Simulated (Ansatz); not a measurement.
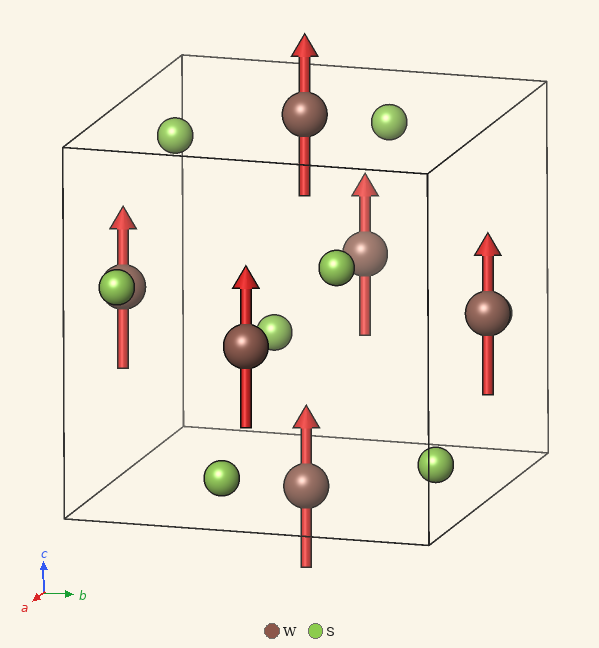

We look at a spheres-only model of the crystal slightly off an axis. The simulation cell is outlined; an atom on or near a face, edge or corner is repeated at each equivalent position. Arrows are the site magnetic moments above 0.25 μB (those induced on non-metal atoms are left out); longer means larger, and red and blue are up and down (without spin-orbit coupling the axis itself is arbitrary).

This is the state reached for W3S8. Theory: DFT PBE, scalar-relativistic, plane waves, PAW in Ansatz 0.2.0. Numerical settings: plane-wave cutoff 420 eV, a 6×6×6 sampling of the Brillouin zone, Gaussian smearing of 0.1 eV, collinear spins.

Q: Which kind of magnetic order is this?

A: Ferromagnetic (within this cell). Site moments: 3 W +1.1 μB. The net spin moment of the whole cell is 4.9 μB, including what lies between the atoms and on sites without an arrow.

The structure comes from a structure listed in the Materials Project, with elements exchanged, so it need not be a known form of the compound. The cell was then strained or its atoms displaced on purpose. An electronic-structure calculation with Ansatz was run on it.

At this level of theory the cell isn't at rest (stretched, at -11 GPa and forces up to 1.3 eV/Å), so its distances can differ from those at equilibrium, the more so the softer the solid, and its magnetic state may change on relaxation.
